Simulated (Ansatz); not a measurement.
System: Nb3C.

```cif
data_structure
_symmetry_space_group_name_H-M 'P 1'
_symmetry_Int_Tables_number 1
_cell_length_a 3.8770
_cell_length_b 3.8770
_cell_length_c 3.8770
_cell_angle_alpha 90.000
_cell_angle_beta 90.000
_cell_angle_gamma 90.000
_cell_volume 58.27
loop_
_atom_site_label
_atom_site_type_symbol
_atom_site_fract_x
_atom_site_fract_y
_atom_site_fract_z
_atom_site_occupancy
Nb1 Nb 0.50000 0.50000 0.00000 1
Nb2 Nb 0.50000 0.00000 0.50000 1
Nb3 Nb 0.00000 0.50000 0.50000 1
C1 C 0.00000 0.00000 0.00000 1
```

Space group Pm-3m; a structure generated by program, which may or may not match a known phase; computed without spin polarisation.

Level of theory: DFT PBE, scalar-relativistic, plane waves, PAW in Ansatz.

**What will maps of the valence pseudo-density and electron localisation function show?**

Nb–C (2.74 Å): ρ is about 0.22 e/Å³ halfway; the ELF peaks at about 0.80 in the valence shell of C, 0.8 Å from its nucleus, and is about 0.15 at the midpoint.

**Does the calculation give a band gap?**

It is metallic or semimetallic at this level of theory: no gap opens.

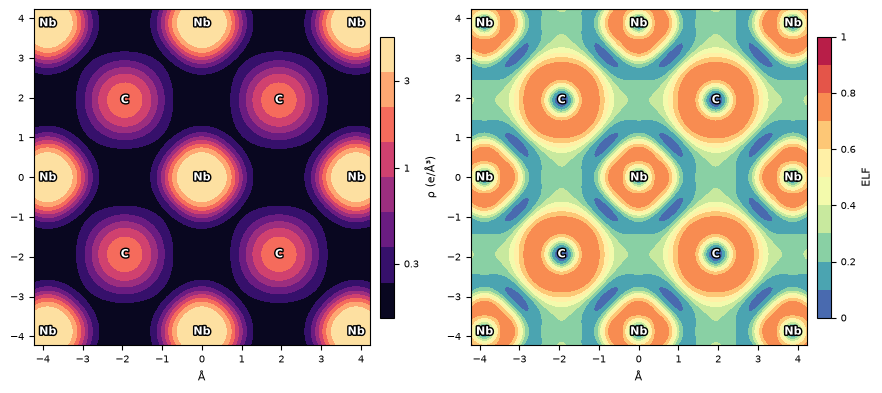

Computed valence pseudo-density and electron localisation function on the (001) plane of the conventional cell, in this order. 

The density is the valence pseudo-density of a PAW calculation; it isn't the true density close to the nuclei.
